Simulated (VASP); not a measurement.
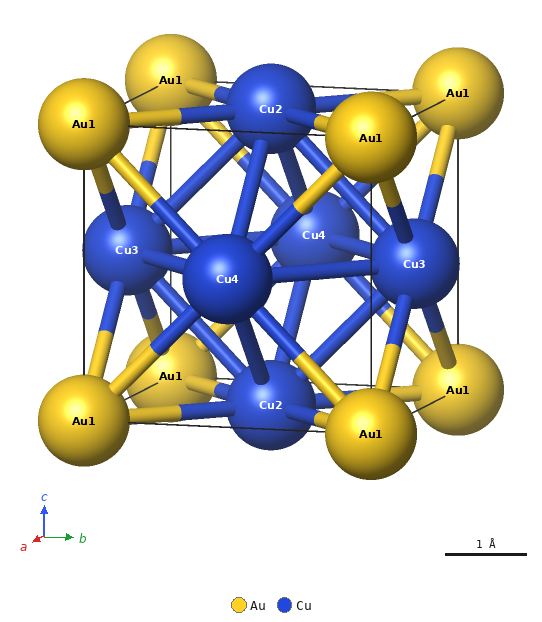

*The structure (ball-and-stick view of the cell of the calculation, seen slightly off an axis; atoms are numbered from 1 in the order of the input).*

Band-structure run of Cu₃Au

The run: band-structure run of Cu₃Au (4 atoms in the cell). Method and program: Kohn-Sham DFT of a periodic cell, BLYP, VASP PAW PBE potentials, recommended, no spin polarisation (VASP 6.6.1).

The structure derives from an entry of the Crystallography Open Database.

INCAR
```
PREC = Accurate ; ENCUT = 520
EDIFF = 1E-7 ; ISMEAR = -1
SIGMA = 0.05 ; LREAL = F
LASPH = T ; NELM = 100
ALGO = Normal ; ISIF = 2
LWAVE = F ; LCHARG = F
LMAXMIX = 4 ; GGA = B5
ALDAX = 1.0 ; AGGAX = 1.0
AGGAC = 1.0 ; ALDAC = 0.0
```

KPOINTS
```
Automatic mesh
0
Gamma
  7 7 7
```

KPOINTS_OPT
```
path GXMGRX,MR
15
line-mode
reciprocal
 0.0000000000  0.0000000000  0.0000000000  G
 0.0000000000  0.5000000000  0.0000000000  X

 0.0000000000  0.5000000000  0.0000000000  X
 0.5000000000  0.5000000000  0.0000000000  M

 0.5000000000  0.5000000000  0.0000000000  M
 0.0000000000  0.0000000000  0.0000000000  G

 0.0000000000  0.0000000000  0.0000000000  G
 0.5000000000  0.5000000000  0.5000000000  R

 0.5000000000  0.5000000000  0.5000000000  R
 0.0000000000  0.5000000000  0.0000000000  X

 0.5000000000  0.5000000000  0.0000000000  M
 0.5000000000  0.5000000000  0.5000000000  R
```

POSCAR
```
Cu3Au
1.0
    3.7400000000      0.0000000000      0.0000000000
    0.0000000000      3.7400000000      0.0000000000
    0.0000000000      0.0000000000      3.7400000000
Au Cu
1 3
Direct
    0.0000000000      0.0000000000      0.0000000000
    0.5000000000      0.5000000000      0.0000000000
    0.5000000000      0.0000000000      0.5000000000
    0.0000000000      0.5000000000      0.5000000000
```

Run on 1 thread of Intel Xeon @ 2.90GHz (Ice Lake), 128 GiB of memory available, shared host.

Command:
```bash
cat potpaw_PBE.64/Au/POTCAR potpaw_PBE.64/Cu/POTCAR > POTCAR
mpirun -np 1 vasp_std > vasp.out
```

OSZICAR
```
N       E                     dE             d eps       ncg     rms          rms(c)
DAV:   1     0.366298937550E+03    0.36630E+03   -0.20857E+04  1064   0.275E+03
DAV:   2     0.215358123398E+02   -0.34476E+03   -0.33555E+03  1042   0.454E+02
DAV:   3    -0.127546920608E+02   -0.34291E+02   -0.33138E+02  1222   0.185E+02
DAV:   4    -0.137798832583E+02   -0.10252E+01   -0.10176E+01  1370   0.357E+01
DAV:   5    -0.137947920453E+02   -0.14909E-01   -0.14906E-01  1536   0.340E+00    0.148E+01
DAV:   6    -0.121514049699E+02    0.16434E+01   -0.22299E+01  1170   0.106E+02    0.637E+00
DAV:   7    -0.113726617239E+02    0.77874E+00   -0.54919E+00  1268   0.761E+01    0.459E+00
DAV:   8    -0.113410902071E+02    0.31572E-01   -0.33716E-01  1534   0.923E+00    0.289E+00
DAV:   9    -0.113377952691E+02    0.32949E-02   -0.20621E-01  1606   0.111E+01    0.161E+00
DAV:  10    -0.113181401568E+02    0.19655E-01   -0.97326E-02  1672   0.833E+00    0.164E-01
[... 42 further cycles ...]
DAV:   9     0.481849232841E+04   -0.42849E-07      666
       N       E                     dE             ncg
DAV:   1     0.205816184846E+05   -0.11573E+05      552
DAV:   2     0.174043868605E+05   -0.31772E+04      520
DAV:   3     0.171111218651E+05   -0.29326E+03      696
DAV:   4     0.170969958903E+05   -0.14126E+02      674
DAV:   5     0.170965889237E+05   -0.40697E+00      706
DAV:   6     0.170965809310E+05   -0.79928E-02      732
DAV:   7     0.170965808381E+05   -0.92813E-04      712
DAV:   8     0.170965808365E+05   -0.16829E-05      614
DAV:   9     0.170965808364E+05   -0.29675E-07      320
```

Parts of OUTCAR
```
PREC = Accurate
   ENCUT = 520
   EDIFF = 1E-7
   ISMEAR = -1
   LREAL = F
   LASPH = T
   NELM = 100
   ISIF = 2
   GGA = B5

 ion  position               nearest neighbor table
   1  0.000  0.000  0.000-   2 2.64   3 2.64   4 2.64   3 2.64   4 2.64   2 2.64   4 2.64   4 2.64
                             2 2.64   3 2.64   3 2.64   2 2.64
   2  0.500  0.500  0.000-   1 2.64   3 2.64   4 2.64   3 2.64   4 2.64   1 2.64   3 2.64   3 2.64
                             1 2.64   4 2.64   4 2.64   1 2.64
   3  0.500  0.000  0.500-   1 2.64   2 2.64   4 2.64   1 2.64   2 2.64   2 2.64   4 2.64   2 2.64
                             1 2.64   4 2.64   1 2.64   4 2.64
   4  0.000  0.500  0.500-   1 2.64   2 2.64   3 2.64   1 2.64   2 2.64   1 2.64   3 2.64   1 2.64
                             2 2.64   3 2.64   2 2.64   3 2.64

  LATTYP: Found a simple cubic cell.
 ALAT       =     3.7400000000

  Lattice vectors:

 A1 = (   3.7400000000,   0.0000000000,   0.0000000000)
 A2 = (   0.0000000000,   3.7400000000,   0.0000000000)
 A3 = (   0.0000000000,   0.0000000000,   3.7400000000)

Analysis of symmetry for initial positions (statically):
=====================================================================
 Subroutine PRICEL returns:
 Original cell was already a primitive cell.

 Routine SETGRP: Setting up the symmetry group for a
 simple cubic supercell.

 Subroutine GETGRP returns: Found 48 space group operations
 (whereof 48 operations were pure point group operations)
 out of a pool of 48 trial point group operations.

The static configuration has the point symmetry O_h .

Analysis of symmetry for dynamics (positions and initial velocities):
=====================================================================
 Subroutine PRICEL returns:
 Original cell was already a primitive cell.

 Routine SETGRP: Setting up the symmetry group for a
 simple cubic supercell.

 Subroutine GETGRP returns: Found 48 space group operations
 (whereof 48 operations were pure point group operations)
 out of a pool of 48 trial point group operations.

The dynamic configuration has the point symmetry O_h .

 Subroutine INISYM returns: Found 48 space group operations
 (whereof 48 operations are pure point group operations),
 and found     1 'primitive' translations

----------------------------------------------------------------------------------------

                                     Primitive cell

  volume of cell :      52.3136

  direct lattice vectors                    reciprocal lattice vectors
     3.740000000  0.000000000  0.000000000     0.267379679  0.000000000  0.000000000
     0.000000000  3.740000000  0.000000000     0.000000000  0.267379679  0.000000000
     0.000000000  0.000000000  3.740000000     0.000000000  0.000000000  0.267379679

  length of vectors
     3.740000000  3.740000000  3.740000000     0.267379679  0.267379679  0.267379679

  position of ions in fractional coordinates (direct lattice)
     0.000000000  0.000000000  0.000000000
     0.500000000  0.500000000  0.000000000
     0.500000000  0.000000000  0.500000000
     0.000000000  0.500000000  0.500000000

  ion indices of the primitive-cell ions
   primitive index   ion index
                 1           1
                 2           2
                 3           3
                 4           4

----------------------------------------------------------------------------------------

 KPOINTS: Automatic mesh

Automatic generation of k-mesh.
 Grid dimensions read from file:
 generate k-points for:    7    7    7

 Generating k-lattice:

  Cartesian coordinates                     Fractional coordinates (reciprocal lattice)
     0.038197097  0.000000000  0.000000000     0.142857143  0.000000000  0.000000000
     0.000000000  0.038197097  0.000000000     0.000000000  0.142857143  0.000000000
     0.000000000  0.000000000  0.038197097     0.000000000  0.000000000  0.142857143

  Length of vectors
     0.038197097  0.038197097  0.038197097

  Shift w.r.t. Gamma in fractional coordinates (k-lattice)
     0.000000000  0.000000000  0.000000000

 Subroutine IBZKPT returns following result:
 ===========================================

 Found     20 irreducible k-points:

 Following reciprocal coordinates:
            Coordinates               Weight
  0.000000  0.000000  0.000000      1.000000
  0.142857  0.000000  0.000000      6.000000
  0.285714  0.000000  0.000000      6.000000
  0.428571  0.000000  0.000000      6.000000
  0.142857  0.142857  0.000000     12.000000
  0.285714  0.142857  0.000000     24.000000
  0.428571  0.142857  0.000000     24.000000
  0.285714  0.285714  0.000000     12.000000
  0.428571  0.285714  0.000000     24.000000
  0.428571  0.428571  0.000000     12.000000
  0.142857  0.142857  0.142857      8.000000
  0.285714  0.142857  0.142857     24.000000
  0.428571  0.142857  0.142857     24.000000
  0.285714  0.285714  0.142857     24.000000
  0.428571  0.285714  0.142857     48.000000
  0.428571  0.428571  0.142857     24.000000
  0.285714  0.285714  0.285714      8.000000
  0.428571  0.285714  0.285714     24.000000
  0.428571  0.428571  0.285714     24.000000
  0.428571  0.428571  0.428571      8.000000
   k-points           NKPTS =     20   k-points in BZ     NKDIM =     20   number of bands    NBANDS=     26
   number of dos      NEDOS =    301   number of ions     NIONS =      4
   total plane-waves  NPLWV =  21952
   dimension x,y,z NGX =    28 NGY =   28 NGZ =   28
   dimension x,y,z NGXF=    56 NGYF=   56 NGZF=   56
   ions per type =               1   3
   NGX,Y,Z   is equivalent  to a cutoff of  12.45, 12.45, 12.45 a.u.
   NGXF,Y,Z  is equivalent  to a cutoff of  24.89, 24.89, 24.89 a.u.
 SYSTEM =  unknown system
   PREC   = accura    normal or accurate (medium, high low for compatibility)
   ISTART =      0    job   : 0-new  1-cont  2-samecut
   ICHARG =      2    charge: 1-file 2-atom 10-const
   ISPIN  =      1    spin polarized calculation?
   LNONCOLLINEAR =      F non collinear calculations
   LSORBIT =      F    spin-orbit coupling
   LASPH  =      T    aspherical Exc in radial PAW
   ENCUT  =  520.0 eV  38.22 Ry    6.18 a.u.   6.95  6.95  6.95*2*pi/ulx,y,z
   NELM   =    100;   NELMIN=  2; NELMDL= -5     # of ELM steps
   EDIFF  = 0.1E-06   stopping-criterion for ELM
   LREAL  =      F    real-space projection
   EDIFFG = 0.1E-05   stopping-criterion for IOM
   NSW    =      0    number of steps for IOM
   IBRION =     -1    ionic relax: 0-MD 1-quasi-New 2-CG
   NFREE  =      0    steps in history (QN), initial steepest desc. (CG)
   ISIF   =      2    stress and relaxation
   ISYM   =      2    0-nonsym 1-usesym 2-fastsym
   POTIM  = 0.5000    time-step for ionic-motion
   TEBEG  =    0.0;   TEEND  =   0.0 temperature during run
   PSTRESS=    0.0 pullay stress
   NELECT =      44.0000    total number of electrons
   NUPDOWN=      -1.0000    fix difference up-down
   EMIN   =  10.00;   EMAX   =-10.00  energy-range for DOS
   EFERMI =   0.00;   METHOD = LEGACY
   ISMEAR =    -1;   SIGMA  =   0.05  broadening in eV -4-tet -1-fermi 0-gaus
   EFERMI_NEDOS =   21; number of points for ismear=-14 and -15
   IALGO  =     38    algorithm
   IMIX   =      4    mixing-type and parameters
     AMIX     =   0.40;   BMIX     =  1.00
     AMIX_MAG =   1.60;   BMIX_MAG =  1.00
  volume/ion in A,a.u.               =      13.08        88.26
  Fermi-wavevector in a.u.,A,eV,Ry     =   1.545328  2.920247 32.491255  2.388040
  Thomas-Fermi vector in A             =   2.650723
   LORBIT       =      0    0 simple, 1 ext, 2 COOP (PROOUT), +10 PAW based schemes
   GGA     = B5    functional components
   LHFCALC =     F    Hartree Fock is set to
   AEXX    =    0.0000 exact exchange contribution
   IVDW    =     0    specifies the selected vdW correction
   LEPSILON=     F    determine dielectric tensor
   LRPA    =     F    only Hartree local field effects (RPA)
 non-spin polarized calculation
  energy-cutoff  :      520.00
  volume of cell :       52.31
 maximum number of plane-waves:      1422
 NGX is ok and might be reduce to    28
   NGX = 13   NGY = 13   NGZ = 13

 number of electron      44.0000060 magnetization

 Free energy of the ion-electron system (eV)
  ---------------------------------------------------
  ext. energy  EPLUGINS =         0.00000000
  ---------------------------------------------------
  free energy    TOTEN  =       -11.31868828 eV

  energy without entropy =      -11.30634953  energy(sigma->0) =      -11.31251890

 E-fermi :   8.8253     XC(G=0): -12.1389     alpha+bet :-13.6309

 val. band max:        8.8015511667   @ k =   0.2857   0.2857   0.0000
 cond. band min:       8.9788207854   @ k =   0.1429   0.0000   0.0000
 fundamental gap:      0.1772696187
 Fermi energy:         8.8252809194

 k-point     1 :       0.0000    0.0000    0.0000
  band No.  band energies     occupation
      1      -0.7231      2.00000
      2       2.4359      2.00000
      3       2.4359      2.00000
      4       3.2249      2.00000
      5       3.2249      2.00000
      6       3.2249      2.00000
      7       4.2430      2.00000
      8       5.6475      2.00000
      9       5.6475      2.00000
     10       5.6475      2.00000
     11       6.5062      2.00000
     12       6.5062      2.00000
     13       7.0898      2.00000
     14       7.1465      2.00000
     15       7.1465      2.00000
     16       7.2435      2.00000
     17       7.2435      2.00000
     18       7.2435      2.00000
     19       7.4201      2.00000
     20       7.4201      2.00000
     21       7.4201      2.00000
     22      10.2605      0.00000
     23      10.2605      0.00000
     24      10.2605      0.00000
     25      14.9400      0.00000
     26      16.4310      0.00000

 k-point     2 :       0.1429    0.0000    0.0000
  band No.  band energies     occupation
      1      -0.4768      2.00000
      2       2.5273      2.00000
      3       2.5538      2.00000
      4       3.2741      2.00000
      5       3.2875      2.00000
      6       3.2875      2.00000
      7       4.3053      2.00000
      8       5.5835      2.00000
      9       5.6963      2.00000
     10       5.6963      2.00000
     11       6.4244      2.00000
     12       6.5356      2.00000
     13       6.8974      2.00000
     14       6.8974      2.00000
     15       7.0156      2.00000
     16       7.0415      2.00000
     17       7.0961      2.00000
     18       7.2040      2.00000
     19       7.2040      2.00000
     20       7.2437      2.00000
     21       7.4196      2.00000
     22       8.9788      0.08866
     23      10.9466      0.00000
     24      10.9466      0.00000
     25      15.3924      0.00000
     26      16.3251      0.00000

 k-point     3 :       0.2857    0.0000    0.0000
  band No.  band energies     occupation
      1       0.2229      2.00000
      2       2.7513      2.00000
      3       2.7904      2.00000
      4       3.3953      2.00000
      5       3.4565      2.00000
      6       3.4565      2.00000
      7       4.4643      2.00000
      8       5.4289      2.00000
      9       5.7889      2.00000
     10       5.7889      2.00000
     11       6.1516      2.00000
     12       6.2195      2.00000
     13       6.2195      2.00000
     14       6.6169      2.00000
     15       6.7550      2.00000
     16       6.7901      2.00000
     17       6.9074      2.00000
     18       6.9074      2.00000
     19       7.0044      2.00000
     20       7.0481      2.00000
     21       7.2440      2.00000
     22       7.4185      2.00000
     23      12.4031      0.00000
     24      12.4031      0.00000
     25      15.7665      0.00000
     26      16.0697      0.00000

 k-point     4 :       0.4286    0.0000    0.0000
  band No.  band energies     occupation
      1       1.1605      2.00000
      2       2.7046      2.00000
      3       2.9554      2.00000
      4       3.5074      2.00000
      5       3.6411      2.00000
      6       3.6411      2.00000
      7       4.7274      2.00000
      8       5.2901      2.00000
      9       5.3255      2.00000
     10       5.5270      2.00000
     11       5.5270      2.00000
     12       6.2036      2.00000
     13       6.2036      2.00000
     14       6.2224      2.00000
     15       6.5235      2.00000
     16       6.5616      2.00000
     17       6.5616      2.00000
     18       6.5699      2.00000
     19       6.7399      2.00000
     20       6.8844      2.00000
     21       7.2443      2.00000
     22       7.4178      2.00000
     23      14.1366      0.00000
     24      14.1366      0.00000
     25      15.8531      0.00000
     26      16.2344      0.00000

 k-point     5 :       0.1429    0.1429    0.0000
  band No.  band energies     occupation
      1      -0.2346      2.00000
      2       2.6201      2.00000
      3       2.6677      2.00000
      4       3.3052      2.00000
      5       3.3394      2.00000
      6       3.3597      2.00000
      7       4.3650      2.00000
      8       5.5289      2.00000
      9       5.7230      2.00000
     10       5.7419      2.00000
     11       6.4034      2.00000
     12       6.5022      2.00000
     13       6.6413      2.00000
     14       6.6579      2.00000
     15       6.7512      2.00000
     16       6.9456      2.00000
     17       7.0364      2.00000
     18       7.0456      2.00000
     19       7.1654      2.00000
     20       7.2100      2.00000
     21       7.2806      2.00000
     22       9.6409      0.00000
     23       9.6702      0.00000
     24      11.5219      0.00000
     25      15.8408      0.00000
     26      17.3156      0.00000

 [... the levels of 14 k-points are left out ...]

 k-point    20 :       0.4286    0.4286    0.4286
  band No.  band energies     occupation
      1       2.3916      2.00000
      2       2.4591      2.00000
      3       2.4591      2.00000
      4       3.5049      2.00000
      5       4.3181      2.00000
      6       4.3181      2.00000
      7       5.4985      2.00000
      8       5.6239      2.00000
      9       5.6239      2.00000
     10       5.8396      2.00000
     11       5.8396      2.00000
     12       5.9112      2.00000
     13       6.5936      2.00000
     14       6.6452      2.00000
     15       6.6452      2.00000
     16       7.0809      2.00000
     17       7.0809      2.00000
     18       7.1166      2.00000
     19       7.1225      2.00000
     20       7.1778      2.00000
     21       7.1778      2.00000
     22       8.5565      1.99079
     23       8.5565      1.99079
     24       8.5926      1.98111
     25      11.8235      0.00000
     26      13.1985      0.00000

------------------------ aborting loop because EDIFF is reached ----------------------------------------

  FORCE on cell =-STRESS in cart. coord.  units (eV):
  Direction    XX          YY          ZZ          XY          YZ          ZX
  --------------------------------------------------------------------------------------
  -------------------------------------------------------------------------------------
  Total        4.8723664      4.8723664      4.8723664      0.0000000     -0.0000000     -0.0000000
  in kB      149.2229815    149.2229815    149.2229815      0.0000000     -0.0000000     -0.0000000
  external PRESSURE =     149.2229815 kB  Pullay stress =       0.0000000 kB

 VOLUME and BASIS-vectors are now :
 -----------------------------------------------------------------------------
  energy-cutoff  :      520.00
  volume of cell :       52.31
      direct lattice vectors                 reciprocal lattice vectors
     3.740000000  0.000000000  0.000000000     0.267379679  0.000000000  0.000000000
     0.000000000  3.740000000  0.000000000     0.000000000  0.267379679  0.000000000
     0.000000000  0.000000000  3.740000000     0.000000000  0.000000000  0.267379679

 POSITION                                       TOTAL-FORCE (eV/Angst)
 -----------------------------------------------------------------------------------
      0.00000      0.00000      0.00000         0.000000      0.000000      0.000000
      1.87000      1.87000      0.00000         0.000000      0.000000      0.000000
      1.87000      0.00000      1.87000         0.000000      0.000000      0.000000
      0.00000      1.87000      1.87000         0.000000      0.000000      0.000000
 -----------------------------------------------------------------------------------
    total drift:                                0.000000      0.000000      0.000000

  FREE ENERGIE OF THE ION-ELECTRON SYSTEM (eV)
  ---------------------------------------------------
  free  energy   TOTEN  =       -11.3186882758 eV

  energy  without entropy=      -11.3063495288  energy(sigma->0) =      -11.31251890
```

CONTCAR
```
Cu3Au
   1.00000000000000
     3.7400000000000002    0.0000000000000000    0.0000000000000000
     0.0000000000000000    3.7400000000000002    0.0000000000000000
     0.0000000000000000    0.0000000000000000    3.7400000000000002
  Au              Cu
     1     3
Direct
     0.0000000000000000    0.0000000000000000    0.0000000000000000
     0.5000000000000000    0.5000000000000000    0.0000000000000000
     0.5000000000000000    0.0000000000000000    0.5000000000000000
     0.0000000000000000    0.5000000000000000    0.5000000000000000

  0.00000000E+00  0.00000000E+00  0.00000000E+00
  0.00000000E+00  0.00000000E+00  0.00000000E+00
  0.00000000E+00  0.00000000E+00  0.00000000E+00
  0.00000000E+00  0.00000000E+00  0.00000000E+00
```

Key numbers

- outcome: converged
- space group (tolerance 0.01 Å): Pm-3m (221)
- electrons treated: 44
- free energy: −11.3187 eV
- Fermi energy of the self-consistent step: 8.825 eV
- gap on the k-point mesh: none (metallic)
- gap on the band path: 0.00 eV
- pressure: 14.92 GPa
- largest force (length of the vector): under 0.001 eV/Å
- wall time: 1.8 min
- peak memory: 0.18 GiB

Remarks

Spin–orbit coupling is left out, which matters for Au. The cell is under a pressure of 14.9 GPa at this level, so it is not at its equilibrium volume.
